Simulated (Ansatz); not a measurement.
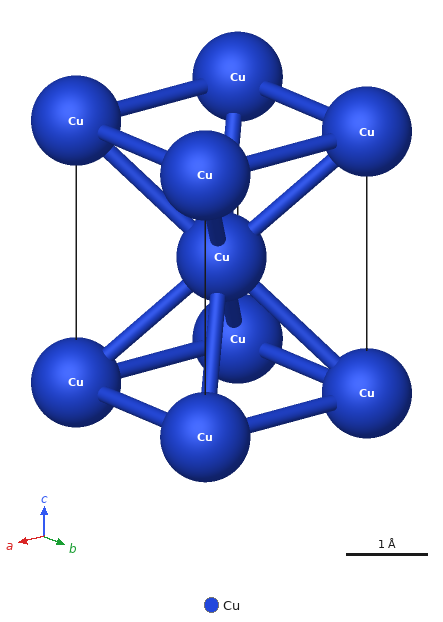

*The input geometry (ball-and-stick view of the cell 2 times as large as that of the calculation, set on its symmetry axes, seen at an oblique angle).*

Near neighbours in the crystal (not all of them lie inside the picture): Cu has 12 Cu at 2.52 to 2.58 Å.

Single-point calculation, with input and output: Cu

The run: single-point calculation of Cu (I4/mmm, 1 atom in the cell). Method and program: DFT PBEsol, scalar-relativistic, plane waves, PAW, no spin polarisation (Ansatz 0.2.0).

The structure derives from an entry of the Crystallography Open Database. It belongs to a series of runs on one base structure; here: strain +0.025 along x and y, -0.025 along z, atoms carried along.

## Log
```
Engine: ansatz 0.2.0, x86_64-unknown-linux-gnu
Pseudopotentials: kind: paw
Pseudopotential: Cu, paw, valence charge 19, recommended cutoff 420 eV (normal), Cu.paw.azcp
Functional definition: PBEsol
  exchange = pbesol_x
  correlation = pbesol_c
Crystal: 1 atoms, lattice volume = 11.587 Å³
Basis set: ecut = 420 eV, 225 PW (Γ), exchange–correlation on 36×36×36 points (8 copies of the dense FFT grid, shifted against one another)
Bands: 14, of which v1, the nominal top of the filled ones, is band 10 counted from 1 (9 counted from 0)
Symmetry: 16 space group operations
Space group: I4/mmm (ITA 139), of the structure as read, at distance tolerance 2.3e-5 Å
k-points: 1639 of 21952
Non-local potential: Cu, projectors of the file, l = 0: 3, l = 1: 2, l = 2: 3, l = 3: 1
PAW form: soft (Blöchl's): semilocal exchange-correlation on the pseudo side does not see the compensation charge
PAW frozen core: Cu, regenerated for the run's functional, and the local potential with it (the file was generated under x = pbe(κ = 0.804, μ = 0.2195149727645171), c = pbe(β = 0.06672455060314922))
PAW one-centre angular grid: Cu, 590 points (default); XC on 64 Gauss nodes
Initial density: superposition of atomic densities (neutral atoms: chi_scale 0, normalization atom), corrected by the library's trained network
Initial wavefunctions: pseudopotential atomic-orbital guess
Functional: x = pbesol(κ = 0.804, μ = 0.12345679012345678), c = pbesol(β = 0.046)
SCF iter   1: F=—  HF=-6588.774537 eV  |F-HF|=—  |Δ(HF+E_count)|=         —  Δρ=2.08e-2  dr2=2.59e-2  ethr=1.77e-3  ⟨swp⟩=5.0  Hψ=113382  notcnv=0
preconditioner: auto → none  [metal: Δε(μ)=0.004 eV  Ē_g=17.155 eV  σ=0.150 eV  W_gap=0.02  n_scr=0 (ndim 8)  ℏωp=36.2 eV  f_vac=0.000  D(μ)=0.30/eV (n_scr^D=0)]
SCF iter   2: F=—  HF=-6588.768472 eV  |F-HF|=—  |Δ(HF+E_count)|=   6.06e-3  Δρ=9.29e-4  dr2=3.85e-5  ethr=1.36e-4  ⟨swp⟩=2.8  Hψ=46323  notcnv=0  defer=247
SCF iter   3: F=—  HF=-6588.768455 eV  |F-HF|=—  |Δ(HF+E_count)|=   1.74e-5  Δρ=9.57e-4  dr2=4.28e-5  ethr=2.02e-7  ⟨swp⟩=2.0  Hψ=38015  notcnv=0  defer=247
SCF iter   4: F=—  HF=-6588.768479 eV  |F-HF|=—  |Δ(HF+E_count)|=   2.41e-5  Δρ=6.87e-5  dr2=2.21e-7  ethr=2.02e-7  ⟨swp⟩=1.0  Hψ=22316  notcnv=0  defer=247
iter 5 did not close the SCF: its close was put off for the readings that it lacked (scf_convergence_deferred on its scf_iter line)
SCF iter   5: F=-6588.768479 eV  HF=-6588.768479 eV  |F-HF|=5.08e-10  |Δ(HF+E_count)|=   2.87e-7  Δρ=2.75e-6  dr2=4.12e-10  ethr=1.16e-9  ⟨swp⟩=2.4  Hψ=35427  notcnv=0  defer=247
SCF iter   6: F=-6588.768479 eV  HF=-6588.768479 eV  |F-HF|=3.18e-11  |Δ(HF+E_count)|=  4.91e-11  Δρ=4.64e-7  dr2=8.19e-12  ethr=2.17e-12  ⟨swp⟩=5.2  Hψ=118083  notcnv=0
SCF 1 converged in 6 iterations: F = -6588.768479 eV  dr2 = 8.19e-12
  greatest PAW one-centre occupation: 1.000 electrons in one spin orbital (limit 2), on the Cu atom at site 0 (counted from 0), in its partial waves of l = 0
SCF converged after 6 iterations
Free energy (F): -6588.768479 eV
Harris-Foulkes:  -6588.768479 eV  (|F-HF|=3.18e-11)
Internal energy: -6588.765207 eV  (E = F + TS)
E sigma→0 (E₀):  -6588.766843 eV
Entropy (-TS):   -0.003272 eV (-3.272 meV/atom)
Fermi energy:    17.008646 eV
--- Per-component energies (eV) ---
  E_band       = -354.358384
  E_kinetic    = 300.306829
  E_local      = -4014.441219  (includes V_loc(G=0)·N_el)
  E_nonlocal   = 391.314191
  E_hartree    = 1766.508495
  E_xc         = -89.169082
  E_vxc        = -115.579772  (∫ρ·V_xc dr)
  E_paw        = -1626.089575  (= ΣΔE_a)
  E_vpaw       = -448.975871  (= ΣTr[D̂ρ^β])
  E_aug_tail   = 0.000249  (compensation charges beyond the density's cutoff)
  E_ewald      = -3317.401297
  E_core_change = 0.206202  (= ΣΔE_core)
  E_smearing   = -0.003272  (= −TS)
  E_closure    = -0.000000  (closes the sum)
  Σ components = -6588.768479   (vs F -6588.768479, Δ=0.00e0)
--- Forces (eV/Å), atoms counted from 1 ---
  atom   1  Cu     0.00000000     0.00000000     0.00000000
  max |Σ_I F_I| component: 7.40e-32 eV/Å
--- Stress (GPa, compression-positive) ---
       -4.550148       0.000000       0.000000
        0.000000      -4.550148       0.000000
        0.000000      -0.000000      -2.050608
  P = ⅓ Tr σ = -3.7170 GPa (-37.170 kbar)
--- Band table (eV; the first three rows and the last of 1639) ---
  k-point 0: bands = ["-95.3039", "-52.7622", "-52.7622", "-52.7598", "7.4040", "13.8584", "13.8584", "14.0997", "14.6725", "14.9167", "39.7867", "42.3311", "42.3311", "42.5409"]
  k-point 1: bands = ["-95.3037", "-52.7634", "-52.7625", "-52.7603", "7.4513", "13.8555", "13.8679", "14.1011", "14.6700", "14.9118", "39.5650", "41.5757", "42.1513", "42.3189"]
  k-point 2: bands = ["-95.3031", "-52.7674", "-52.7633", "-52.7611", "7.5927", "13.8433", "13.8945", "14.1092", "14.6640", "14.8980", "38.5590", "40.7650", "41.7418", "41.9569"]
  k-point 1638: bands = ["-95.2813", "-52.8743", "-52.8148", "-52.8148", "12.0374", "12.4536", "15.3758", "15.5518", "15.5518", "19.1467", "25.1247", "29.3363", "29.3363", "34.0871"]
```

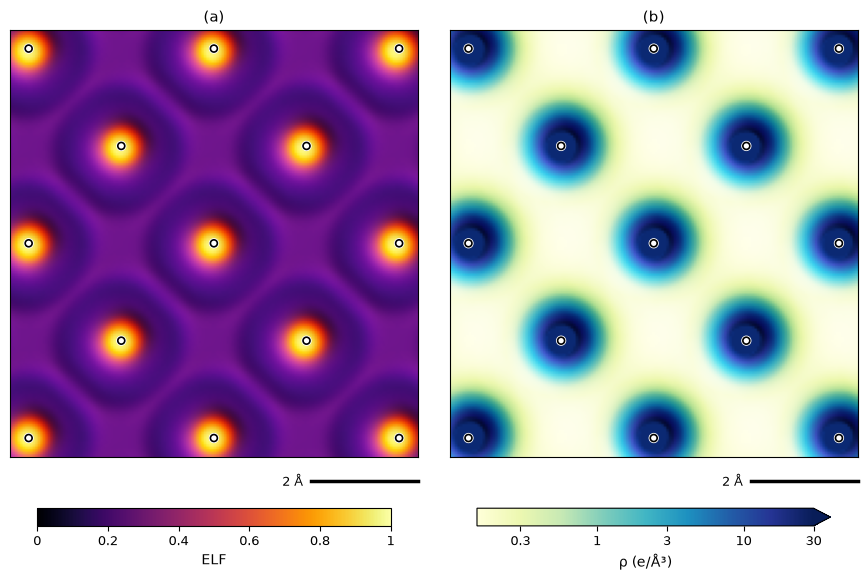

*(a) electron localisation function; (b) valence electron density on the (11̄0) plane of the conventional cell. Circles mark the nuclei in the plane (Cu).*

The section cuts through Cu sites. Cu–Cu (2.52 Å): ρ at the midpoint is about 0.28 e/Å³; the ELF is about 0.20 at the midpoint (no shared electron pair). Away from the nuclei the density in this plane falls to 0.15 e/Å³ at its lowest. The strong features right at Cu lie inside the PAW spheres (semicore, d or f shells) and say nothing about bonding. Core electrons are frozen (PAW), so the fields are smoothed inside the atomic spheres.

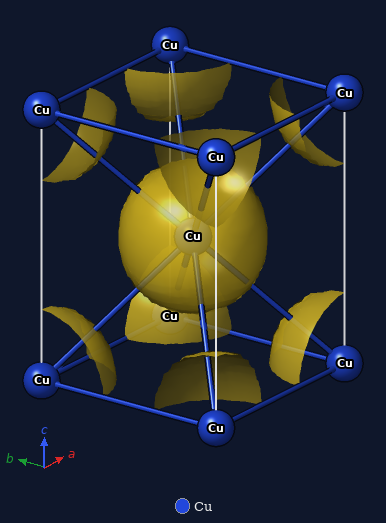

*Isosurface of the valence charge density (pseudo) at 0.6 e/Å³ (yellow), seen at an oblique angle. Sticks mark near contacts. The outline is the cell set on symmetry axes.*

At this value the density breaks into separate islands; it holds about 85 % of the electrons treated as valence (semicore included). It is pinched off along the Cu–Cu (2.52 Å) and Cu–Cu (2.58 Å) contacts. On the grid the lowest density along these lines, outside the cores, is 0.28 e/Å³ (Cu–Cu, 2.52 Å) and 0.26 e/Å³ (Cu–Cu, 2.58 Å).

The run was set up as follows.

## The input
```yaml
crystal:
  lattice:
    - [0.0, 1.826228159, 1.7371438586]
    - [1.826228159, 0.0, 1.7371438586]
    - [1.826228159, 1.826228159, 0.0]
  atoms:
    - { symbol: Cu, position: [0.0, 0.0, 0.0] }
basis:
  ecutwfc: 420
kpoints:
  mp_grid: { grid: [28, 28, 28] }
hamiltonian:
  xc: pbesol
scf:
  occupations: { method: gaussian, width: 0.15 }
output:
  forces: true
  stress: true
  eigenvalues: true
  write_density: true
  write_potential: true
  elf: true
  volumetric_format: npy
```

Launch command:
```bash
ansatz run input.yaml --threads 2 --pin off --max-ram 5120MiB --backend cpu --events-out ev --progress --plain --runs-dir out
```

## Results in brief

| quantity | value |
| --- | --- |
| outcome | converged |
| space group (tolerance 0.01 Å) | I4/mmm (139) |
| electrons treated | 19 |
| free energy | −6588.7685 eV |
| Fermi energy | 17.009 eV |
| gap on the k-point mesh | none (metallic) |
| pressure | −3.72 GPa |
| largest force (length of the vector) | under 0.001 eV/Å |
| hardware | 2 threads of Intel Xeon @ 2.50GHz (Skylake/Cascade Lake), 192 GiB of memory available, shared host |
| wall time | 15 s (CPU time 28 s) |
| peak memory | 0.62 GiB |
